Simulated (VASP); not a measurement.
# NaCl: GW quasiparticle gap

Wanted: how far GW moves the Kohn-Sham levels of NaCl. The cell is of the rock-salt type, one of the forms listed for this formula. The start is a cell from a database of measured crystal structures.

Program: VASP 6.6.1. Level of theory: PBE; plane waves and PAW (Cl_GW, Na_sv_GW), in the first sound run; inputs show where later runs differ. Results are calculated unless marked as measured.

The database entry behind the starting cell differs from later determinations by our own check (an axis about 0.4 % short against later determinations), so it need not match the best structure at ambient conditions.

## 1. Set-up

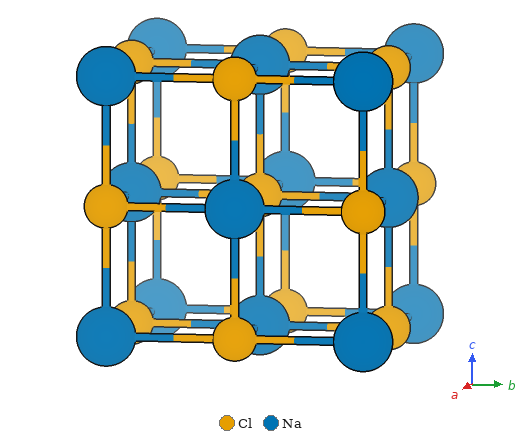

Start, viewed slightly off an axis; chlorine orange, sodium blue. This picture shows the conventional cell, with its axes. Some periodic images of atoms are drawn too.

## 2. Ground state

The orbitals come from a self-consistent PBE run with a tight EDIFF and a narrow smearing. KPOINTS_OPT adds the bands along a path, which shows whether the mesh holds the band edges.

The input, INCAR:

```
SYSTEM = NaCl
PREC = Accurate
ENCUT = 400
EDIFF = 1E-08
NELM = 100
ISMEAR = 0
SIGMA = 0.01
LREAL = .FALSE.
ALGO = Normal
GGA = PE
NBANDS = 14
LORBIT = 11
LWAVE = .TRUE.
LCHARG = .FALSE.
KPAR = 8
```

The input, POSCAR:

```
NaCl
1.0
    0.0000000000      2.8100000000      2.8100000000
    2.8100000000      0.0000000000      2.8100000000
    2.8100000000      2.8100000000      0.0000000000
Cl Na
1 1
Direct
    0.5000000000      0.5000000000      0.5000000000
    0.0000000000      0.0000000000      0.0000000000
```

The input, KPOINTS:

```
Automatic mesh
0
Gamma
4 4 4
0 0 0
```

The input, KPOINTS_OPT:

```
Line mode
12
Line-mode
Reciprocal
  0.00000000   0.00000000   0.00000000 GAMMA
  0.50000000   0.00000000   0.50000000 X

  0.50000000   0.00000000   0.50000000 X
  0.50000000   0.25000000   0.75000000 W

  0.50000000   0.25000000   0.75000000 W
  0.37500000   0.37500000   0.75000000 K

  0.37500000   0.37500000   0.75000000 K
  0.00000000   0.00000000   0.00000000 GAMMA

  0.00000000   0.00000000   0.00000000 GAMMA
  0.50000000   0.50000000   0.50000000 L

  0.50000000   0.50000000   0.50000000 L
  0.62500000   0.25000000   0.62500000 U

  0.62500000   0.25000000   0.62500000 U
  0.50000000   0.25000000   0.75000000 W

  0.50000000   0.25000000   0.75000000 W
  0.50000000   0.50000000   0.50000000 L

  0.50000000   0.50000000   0.50000000 L
  0.37500000   0.37500000   0.75000000 K

  0.62500000   0.25000000   0.62500000 U
  0.50000000   0.00000000   0.50000000 X
```

PAW data sets: Cl_GW and Na_sv_GW (PBE family, release 64).

The run is started by

```console
$ mpirun -np 8 vasp_std
```

What it wrote:

```text
[banner, memory and clock lines left out]
running    8 mpi-ranks, on    1 nodes
 distrk:  each k-point on    1 cores,    8 groups
 distr:  one band on    1 cores,    1 groups

 POSCAR found type information on POSCAR ClNa
 POSCAR found :  2 types and       2 ions
|                                                                             |
|           W    W    AA    RRRRR   N    N  II  N    N   GGGG   !!!           |
|           W    W   A  A   R    R  NN   N  II  NN   N  G    G  !!!           |
|           W    W  A    A  R    R  N N  N  II  N N  N  G       !!!           |
|           W WW W  AAAAAA  RRRRR   N  N N  II  N  N N  G  GGG   !            |
|           WW  WW  A    A  R   R   N   NN  II  N   NN  G    G                |
|           W    W  A    A  R    R  N    N  II  N    N   GGGG   !!!           |
|                                                                             |
|     For optimal performance we recommend to set                             |
|       NCORE = 2 up to number-of-cores-per-socket                            |
|     NCORE specifies how many cores store one orbital (NPAR=cpu/NCORE).      |
|     This setting can greatly improve the performance of VASP for DFT.       |
|     The default, NCORE=1 might be grossly inefficient on modern             |
|     multi-core architectures or massively parallel machines. Do your        |
|     Unfortunately you need to use the default for GW and RPA                |
|     calculations (for HF NCORE is supported but not extensively tested      |
|     yet).                                                                   |
|                                                                             |

 LDA part: xc-table for (Slater+PW92), standard interpolation
 POSCAR, INCAR and KPOINTS ok, starting setup
 FFT: planning ... GRIDC
 FFT: planning ... GRID_SOFT
 FFT: planning ... GRID
 WAVECAR not read
 entering main loop
       N       E                     dE             d eps       ncg     rms          rms(c)
DAV:   1     0.118091457507E+03    0.11809E+03   -0.65767E+03   224   0.880E+02
DAV:   2    -0.304373950629E+01   -0.12114E+03   -0.11320E+03   266   0.283E+02
DAV:   3    -0.881182968291E+01   -0.57681E+01   -0.57270E+01   284   0.605E+01
DAV:   4    -0.897668170786E+01   -0.16485E+00   -0.16471E+00   320   0.107E+01
DAV:   5    -0.898341704483E+01   -0.67353E-02   -0.67347E-02   284   0.216E+00    0.159E+00
DAV:   6    -0.884954670655E+01    0.13387E+00   -0.18180E-01   296   0.344E+00    0.760E-01
DAV:   7    -0.884257579094E+01    0.69709E-02   -0.53498E-02   310   0.152E+00    0.401E-01
DAV:   8    -0.884806312435E+01   -0.54873E-02   -0.79973E-03   248   0.874E-01    0.486E-02
DAV:   9    -0.884808844400E+01   -0.25320E-04   -0.20645E-04   284   0.169E-01    0.231E-02
DAV:  10    -0.884816221047E+01   -0.73766E-04   -0.74024E-05   254   0.573E-02    0.235E-03
DAV:  11    -0.884816383300E+01   -0.16225E-05   -0.28570E-06   278   0.135E-02    0.117E-03
DAV:  12    -0.884816414223E+01   -0.30923E-06   -0.63518E-07   278   0.578E-03    0.114E-03
DAV:  13    -0.884816405648E+01    0.85753E-07   -0.96640E-08   272   0.297E-03    0.561E-05
DAV:  14    -0.884816402683E+01    0.29643E-07   -0.21922E-09   196   0.468E-04    0.211E-05
DAV:  15    -0.884816402341E+01    0.34204E-08   -0.54118E-10   148   0.321E-04
   1 F= -.88481640E+01 E0= -.88481640E+01  d E =-.247668E-19
 Start KPOINTS_OPT (optional k-point list driver)
k-point batch [1-8\120]
       N       E                     dE             ncg
DAV:   1    -0.106092679967E+04   -0.20125E+04      224
DAV:   2    -0.206176864037E+04   -0.10008E+04      272
DAV:   3    -0.210790032283E+04   -0.46132E+02      302
DAV:   4    -0.210912409519E+04   -0.12238E+01      312
DAV:   5    -0.210913403107E+04   -0.99359E-02      284
DAV:   6    -0.210913448152E+04   -0.45045E-03      318
DAV:   7    -0.210913448523E+04   -0.37080E-05      296
DAV:   8    -0.210913448533E+04   -0.99362E-07      306
DAV:   9    -0.210913448533E+04   -0.13415E-08      232
[...]
k-point batch [113-120\120]
       N       E                     dE             ncg
DAV:   1    -0.117549193960E+04   -0.55569E+04      230
DAV:   2    -0.209455919802E+04   -0.91907E+03      266
DAV:   3    -0.213512172776E+04   -0.40563E+02      284
DAV:   4    -0.213627840744E+04   -0.11567E+01      334
DAV:   5    -0.213629214457E+04   -0.13737E-01      296
DAV:   6    -0.213629303415E+04   -0.88958E-03      354
DAV:   7    -0.213629304130E+04   -0.71510E-05      296
DAV:   8    -0.213629304151E+04   -0.20333E-06      354
DAV:   9    -0.213629304151E+04   -0.20000E-08      232
 writing wavefunctions
```

Wall time 4.2 s (8 MPI ranks of Intel Xeon 6975P-C (Granite Rapids), shared host); peak memory 1.2 GiB.

The logs omit lines about the potential files and the build; timing stands in the text.

From OUTCAR (step 2):

```text
ion  position               nearest neighbor table
   1  0.500  0.500  0.500-
   2  0.000  0.000  0.000-

  LATTYP: Found a face centered cubic cell.
 ALAT       =     5.6200000000

 Subroutine GETGRP returns: Found 48 space group operations
 (whereof 48 operations were pure point group operations)

The static configuration has the point symmetry O_h .

 Found      8 irreducible k-points:

   k-points           NKPTS =      8   k-points in BZ     NKDIM =      8   number of bands    NBANDS=     14

   dimension x,y,z NGX =    28 NGY =   28 NGZ =   28
   dimension x,y,z NGXF=    56 NGYF=   56 NGZF=   56

   ENCUT  =  400.0 eV  29.40 Ry    5.42 a.u.   6.48  6.48  6.48*2*pi/ulx,y,z

   NELECT =      16.0000    total number of electrons

 k-points in reciprocal lattice and weights: Automatic mesh
   0.00000000  0.00000000  0.00000000       0.016
   0.25000000  0.00000000  0.00000000       0.125
   0.50000000  0.00000000  0.00000000       0.062
   0.25000000  0.25000000  0.00000000       0.094
   0.50000000  0.25000000  0.00000000       0.375
  -0.25000000  0.25000000  0.00000000       0.188
   0.50000000  0.50000000  0.00000000       0.047
  -0.25000000  0.50000000  0.25000000       0.094

 average (electrostatic) potential at core
       1 -84.2139       2 -55.7859

 E-fermi :  -0.8123

 k-point     1 :       0.0000    0.0000    0.0000
  band No.  band energies     occupation
    ...
      4     -21.6731      2.00000
      5     -13.5558      2.00000
      6      -0.8730      2.00000
      7      -0.8730      2.00000
      8      -0.8730      2.00000
      9       4.2815      0.00000
     10      10.1751      0.00000
     11      10.1751      0.00000
     12      10.1751      0.00000
     13      12.2617      0.00000
    ...

 k-point     2 :       0.2500    0.0000    0.0000
  band No.  band energies     occupation
    ...
      4     -21.6749      2.00000
      5     -13.3884      2.00000
      6      -1.9850      2.00000
      7      -1.0117      2.00000
      8      -1.0117      2.00000
      9       5.7544      0.00000
     10       9.1314      0.00000
     11      10.4585      0.00000
     12      10.4585      0.00000
     13      12.2570      0.00000
    ...

 k-point     3 :       0.5000    0.0000    0.0000
  band No.  band energies     occupation
    ...
      4     -21.6757      2.00000
      5     -13.2109      2.00000
      6      -2.8255      2.00000
      7      -1.1421      2.00000
      8      -1.1421      2.00000
      9       6.4052      0.00000
     10       9.8502      0.00000
     11      10.0443      0.00000
     12      10.0443      0.00000
     13      14.2147      0.00000
    ...

  Total        0.0220800      0.0220800      0.0220800     -0.0000000     -0.0000000      0.0000000
  in kB        0.7971872      0.7971872      0.7971872     -0.0000000     -0.0000000      0.0000000
  external PRESSURE =       0.7971872 kB  Pullay stress =       0.0000000 kB

  energy-cutoff  :      400.00
  volume of cell :       44.38
      direct lattice vectors                 reciprocal lattice vectors
     0.000000000  2.810000000  2.810000000    -0.177935943  0.177935943  0.177935943
     2.810000000  0.000000000  2.810000000     0.177935943 -0.177935943  0.177935943
     2.810000000  2.810000000  0.000000000     0.177935943  0.177935943 -0.177935943

 POSITION                                       TOTAL-FORCE (eV/Angst)
 -----------------------------------------------------------------------------------
      2.81000      2.81000      2.81000         0.000000      0.000000      0.000000
      0.00000      0.00000      0.00000        -0.000000     -0.000000     -0.000000
 -----------------------------------------------------------------------------------
    total drift:                                0.000000      0.000000      0.000000

  FREE ENERGIE OF THE ION-ELECTRON SYSTEM (eV)
  ---------------------------------------------------
  free  energy   TOTEN  =        -8.8481640234 eV

  energy  without entropy=       -8.8481640234  energy(sigma->0) =       -8.84816402

 total charge
# of ion       s       p       d       tot
------------------------------------------
    1        1.569   3.538   0.002   5.109
    2        2.002   5.984   0.016   8.002
--------------------------------------------------
tot          3.571   9.522   0.018  13.111

[... 3 further parts left out ...]
```

Numbers from this step:

- free energy (TOTEN): -8.848 eV
- Fermi energy: -0.8123 eV
- pressure: 0.07972 GPa
- least gap on mesh and path: 5.155 eV
- least direct gap on mesh and path: 5.155 eV

The highest empty bands on the path are converged less tightly, to about 0.1 eV. Electronic bands along the path, in eV, zero at the valence-band top; v1 is the highest filled band, c1 the lowest empty one:

| point | v3 | v2 | v1 | c1 | c2 | c3 | c4 |
| --- | --- | --- | --- | --- | --- | --- | --- |
| Γ | 0.00 | 0.00 | 0.00 | 5.15 | 11.05 | 11.05 | 11.05 |
| X | -1.69 | -0.61 | -0.61 | 7.56 | 8.04 | 11.40 | 14.88 |
| W | -1.21 | -1.21 | -0.76 | 8.85 | 9.70 | 9.70 | 11.37 |
| K | -1.43 | -1.13 | -0.50 | 8.24 | 9.04 | 10.59 | 12.74 |
| Γ | 0.00 | 0.00 | 0.00 | 5.15 | 11.05 | 11.05 | 11.05 |
| L | -1.95 | -0.27 | -0.27 | 7.28 | 10.72 | 10.92 | 10.92 |
| U | -1.43 | -1.13 | -0.50 | 8.24 | 9.04 | 10.59 | 12.74 |
| W | -1.21 | -1.21 | -0.76 | 8.85 | 9.70 | 9.70 | 11.37 |
| L | -1.95 | -0.27 | -0.27 | 7.28 | 10.72 | 10.92 | 10.92 |
| K | -1.43 | -1.13 | -0.50 | 8.24 | 9.04 | 10.59 | 12.74 |
| jump to U | -1.43 | -1.13 | -0.50 | 8.24 | 9.04 | 10.59 | 12.74 |
| X | -1.69 | -0.61 | -0.61 | 7.56 | 8.04 | 11.40 | 14.88 |

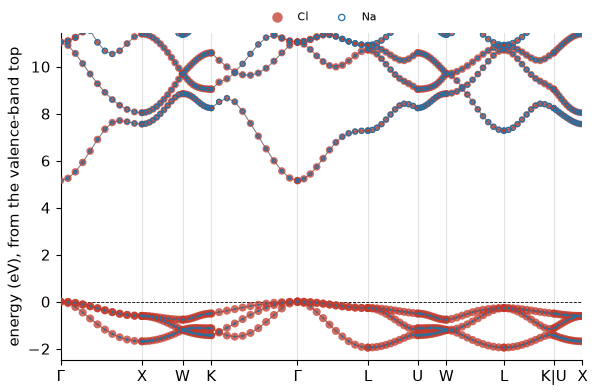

Electronic bands along the path; dots are coloured as in the legend, and their area grows with the weight.

The cell has a gap of 5.15 eV on mesh and path.

## 3. Empty bands, functional PBE

ALGO = Exact makes the empty bands from the converged ground state in one step. LOPTICS writes the k-derivatives of the orbitals (WAVEDER), which give the long-wavelength limit of the screening.

The input, INCAR:

```
SYSTEM = NaCl
PREC = Accurate
ENCUT = 400
ISMEAR = 0
SIGMA = 0.01
LREAL = .FALSE.
GGA = PE
NBANDS = 288
ALGO = Exact
NELM = 1
LWAVE = .TRUE.
LCHARG = .FALSE.
LOPTICS = .TRUE.
NEDOS = 1000
CSHIFT = 0.1
```

POSCAR is that of step 2.

KPOINTS is that of step 2.

The run is started by

```console
$ mpirun -np 8 vasp_std
```

What it wrote:

```text
[banner, memory and clock lines left out]
running    8 mpi-ranks, on    1 nodes
 distrk:  each k-point on    8 cores,    1 groups
 distr:  one band on    1 cores,    8 groups

 POSCAR found type information on POSCAR ClNa
 POSCAR found :  2 types and       2 ions
 [... a notice as in an earlier step ...]

 LDA part: xc-table for (Slater+PW92), standard interpolation
 found WAVECAR, reading the header
  number of bands has changed, file:    14 present:   288
  trying to continue reading WAVECAR, but it might fail
 POSCAR, INCAR and KPOINTS ok, starting setup
 FFT: planning ... GRIDC
 FFT: planning ... GRID_SOFT
 FFT: planning ... GRID
 reading WAVECAR
 random initialization beyond band           14
 the WAVECAR file was read successfully
 initial charge from wavefunction
 entering main loop
       N       E                     dE             d eps       ncg     rms          rms(c)
DIA:   1    -0.884816402611E+01   -0.88482E+01    0.00000E+00     0   0.000E+00
   1 F= -.88481640E+01 E0= -.88481640E+01  d E =-.369111E-94
 writing wavefunctions
 optical routines
 imaginary and real dielectric function
 recalculating local potential from charge density
 direction            1
 direction            2
 direction            3
```

Wall time 2.6 s (8 MPI ranks); peak memory 1.1 GiB; 15 s of CPU time.

OUTCAR, selected parts (step 3):

```text
The static configuration has the point symmetry O_h .

 Found      8 irreducible k-points:

   k-points           NKPTS =      8   k-points in BZ     NKDIM =      8   number of bands    NBANDS=    288

   NELECT =      16.0000    total number of electrons

 E-fermi :  -0.7284

  Total        0.0215070      0.0215070      0.0215070     -0.0000000     -0.0000000      0.0000000
  in kB        0.7764991      0.7764991      0.7764991     -0.0000000     -0.0000000      0.0000000
  external PRESSURE =       0.7764991 kB  Pullay stress =       0.0000000 kB

 POSITION                                       TOTAL-FORCE (eV/Angst)
 -----------------------------------------------------------------------------------
      2.81000      2.81000      2.81000        -0.000000     -0.000000     -0.000000
      0.00000      0.00000      0.00000         0.000000      0.000000      0.000000
 -----------------------------------------------------------------------------------
    total drift:                                0.000000      0.000000      0.000000

  FREE ENERGIE OF THE ION-ELECTRON SYSTEM (eV)
  ---------------------------------------------------
  free  energy   TOTEN  =        -8.8481640261 eV

  energy  without entropy=       -8.8481640261  energy(sigma->0) =       -8.84816403

 plasma frequency squared (from intraband transitions) (eV^2)
  --------------------------------------------------------------------------------------
       0.000      -0.000       0.000
      -0.000       0.000      -0.000
       0.000      -0.000       0.000

[... 14 parts as in an earlier step ...]
```

WAVECAR now holds 288 bands for 16 electrons. Its independent-particle dielectric tensor has xx, yy, zz = 2.8, 2.8, 2.8 on this mesh, which isn't tested for convergence in mesh or bands and lacks local fields.

(Part 1 of 5 ends here.)

[Lines on the potential files, build, host, timing and source positions are cut from VASP's logs without a mark.]

[Logs are printed without paths, hosts, clocks, repeated set-up lines and the standing remarks that a program may print on its own settings, such as how far it seeks lower states.]

[Hosts, paths, dates, database ids (printed as entryN), source tags and the programs' standing remarks are cut or masked in the printed files.]

[Pressures printed for these runs are not shown converged in the cutoff: they can be off by several GPa and have the wrong sign.]
